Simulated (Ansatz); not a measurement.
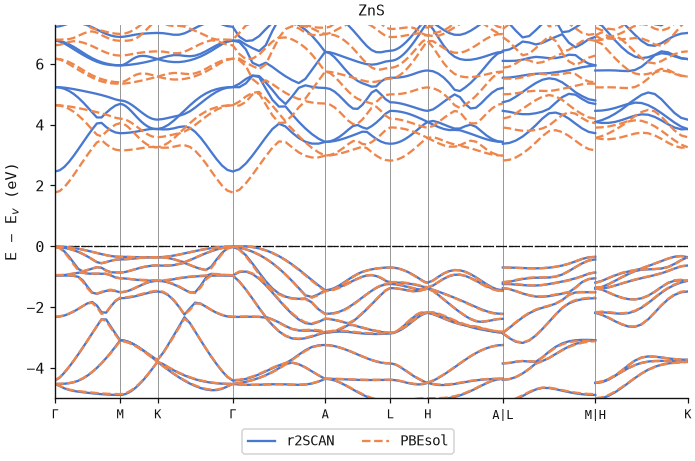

Band structures of ZnS, space group P3_221, 6 atoms in the cell, by two methods on the same cell. Each is counted from its own valence-band top.

> What changes from one method to the other?

r2SCAN gives a gap of 2.46 eV along the path and PBEsol gives a gap of 1.77 eV along the path. Over the top 3 filled bands the two differ by 0.01 eV on average.

Settings. r2SCAN: DFT r2SCAN, scalar-relativistic, plane waves, PAW, no spin polarisation, 6×6×8 k mesh, 500 eV cutoff (Ansatz 0.2.0). PBEsol: DFT PBEsol, scalar-relativistic, plane waves, PAW, no spin polarisation, 6×6×8 k mesh, 420 eV cutoff, Gaussian smearing of 0.02 eV (Ansatz 0.2.0).

The structure is an invented one, so it need not be a known or stable phase.
